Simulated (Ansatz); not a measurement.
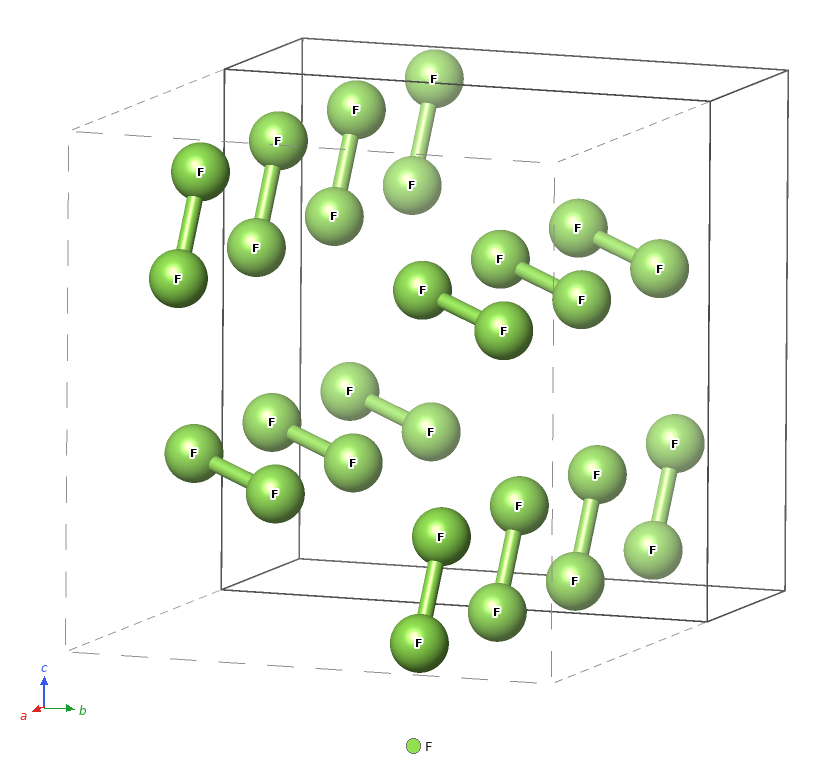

The image is a ball-and-stick drawing of a crystal, viewed slightly off an axis. The solid frame is a single conventional unit cell within a 3×1×1 block. Finite groups of bonded atoms are drawn whole.

F, space group P-1 (No. 2), a = 3.57 Å, b = 6.24 Å, c = 6.53 Å, α = 92.14°, β = 91.29°, γ = 92.49°.

All computed values are from Ansatz, DFT PBE+D3(BJ), scalar-relativistic, plane waves, PAW. Settings: plane-wave cutoff 420 eV, k-points about 0.29 Å⁻¹ apart, no spin polarisation.

Q: Does it come out as a metal, or with a gap?

A: An insulator at this level, with a gap of 3.15 eV on the k-mesh (the true edges may lie between mesh points, so the gap can be somewhat smaller).

Its origin is a structure type filled with this element by a generator (whether the element takes this form wasn't checked). The atoms were relaxed in a fixed cell with DFT PBE+D3(BJ), scalar-relativistic, plane waves, PAW (Ansatz).
